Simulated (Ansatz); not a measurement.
System: rocksalt BaO, space group Fm-3m (No. 225), 2 atoms in the primitive cell, relaxed with r2SCAN; cubic a = 5.544 Å. Starting point: PBE, Ansatz PAW set, no spin polarisation, no spin-orbit coupling, 4×4×4 k mesh, 420 eV cutoff, fixed occupations (Ansatz). Many-body step: G0W0 with empty bands 160, screening cutoff 140 eV and frequency treatment contour deformation.

In PBE the smallest gap over these k points is 2.05 eV, with direct gaps of 2.05 eV at X, 4.03 eV at Γ and 4.75 eV at W.

Question: What does G0W0 give?

Answer: Over the k points that were corrected, the smallest gap goes from 2.05 eV in PBE (direct at X) to 3.15 eV in G0W0 (direct at X), a change of +1.10 eV (+54 %). Counted from the valence top, the lowest empty level moves by +1.10 eV at X, +1.14 eV at Γ and +1.37 eV at W; over the 5 points that were corrected the shifts run from +1.10 to +1.40 eV: a spread of 0.30 eV on a mean of 1.24 eV, so one scissor shift describes this level only roughly. The quasiparticle weight (renormalisation factor) lies between 0.72 and 0.82 for the top filled and first empty levels.

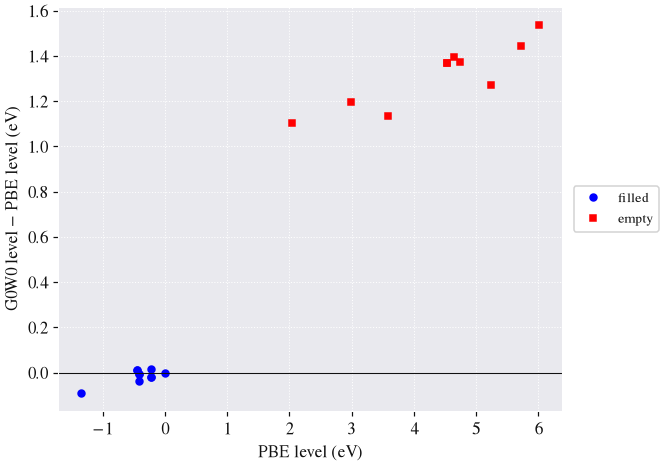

Change of each level from PBE to G0W0 against its PBE energy, both sets counted from their own valence top.

| k point | PBE direct gap (eV) | G0W0 direct gap (eV) |
| --- | --- | --- |
| X | 2.05 | 3.15 |
| Γ | 4.03 | 5.15 |
| W | 4.75 | 6.14 |

The k mesh is coarse (spacing up to 0.49 Å⁻¹), so the values aren't converged. Spin-orbit coupling is left out, which matters for Ba. Bands, cutoffs and mesh are finite, so these values aren't at the basis limit.
